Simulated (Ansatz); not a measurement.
The calculation's input:

```
crystal:
  lattice:
    - [3.8251638408, 0.0, 0.0]
    - [-1.9125819204, 3.3126890598, 0.0]
    - [0.0, 0.0, 6.2270561224]
  atoms:
    - { symbol: Sn, position: [0.0, 0.0, 0.0] }
    - { symbol: Se, position: [0.3333333333, 0.6666666667, 0.2530760438] }
    - { symbol: Se, position: [0.6666666667, 0.3333333333, 0.7469239562] }
kpoints:
  mp_grid: { grid: [12, 12, 4] }
  band_path:
    path:
      - [0.0, 0.0, 0.0]
      - [0.5, 0.0, 0.0]
      - [0.3333333333, 0.3333333333, 0.0]
      - [0.0, 0.0, 0.5]
      - [0.5, 0.0, 0.5]
      - [0.3333333333, 0.3333333333, 0.5]
      - [0.0833333333, 0.0833333333, 0.0]
      - [0.5, 0.0, 0.35]
    npoints: 1
hamiltonian:
  xc: pbe
scf:
  occupations: { method: fermi_dirac, width: 0.02 }
  n_extra_bands: 8
magnetization:
  noncollinear: true
  spin_orbit: true
output:
  forces: true
  stress: true
  eigenvalues: true
  write_density: true
  write_potential: true
  elf: true
  volumetric_format: npy
```

Run with:

```sh
ansatz run input.yaml --threads 2 --pin off --max-ram 4608MiB --backend cpu --events-out ev --progress --plain --runs-dir out
```

Below, planes, directions and counts refer to the conventional cell (a = 3.83 Å, b = 3.83 Å, c = 6.23 Å, α = 90.00°, β = 90.00°, γ = 120.00°).

Space group P-3m1; started from the measured structure prototype, which need not be the ambient phase; computed pressure about 3 GPa in this cell.

Computed with Ansatz, DFT, PBE with spin-orbit coupling, plane waves, PAW.

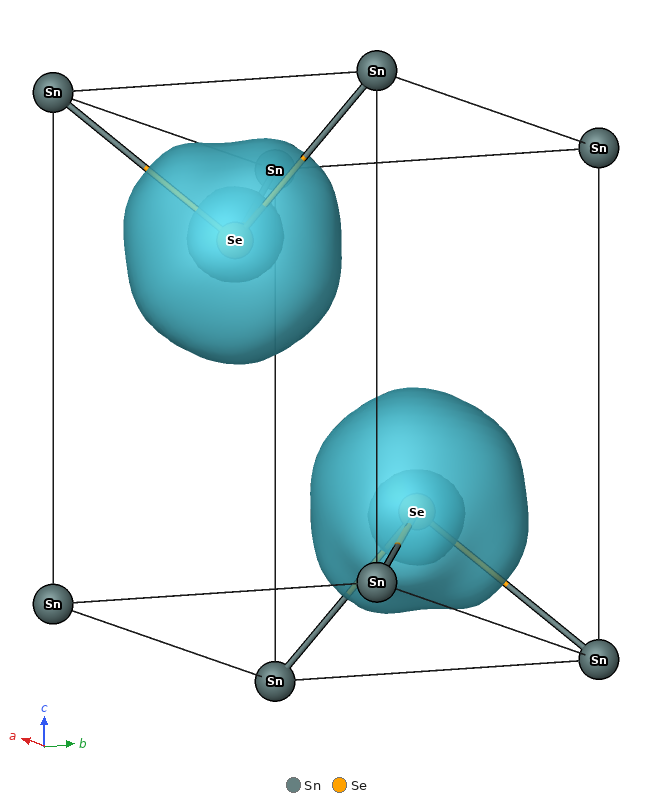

SnSe$_{2}$. Isosurface of the ELF at 0.65 (cyan), seen at an oblique angle. Core shells and regions of very low density are left out. Sticks mark near contacts.

Core electrons are frozen (PAW), and the valence fields are smoothed inside the atomic spheres.

What do the ELF domains correspond to?

Answer. At this value the surface marks out two regions on Se in which the atom's valence shell and bonds are merged, counted in one cell of 3 atoms. Any copies at cell faces, edges or corners count once. Profiles from the grid: Sn–Se (2.71 Å): the ELF is about 0.60 at the midpoint.

Does the calculation make it a metal, or give it a gap?

Answer. It is gapped, with a Kohn–Sham gap of 0.64 eV on the k-point mesh (the band edges may lie off the mesh, which would make the gap smaller).
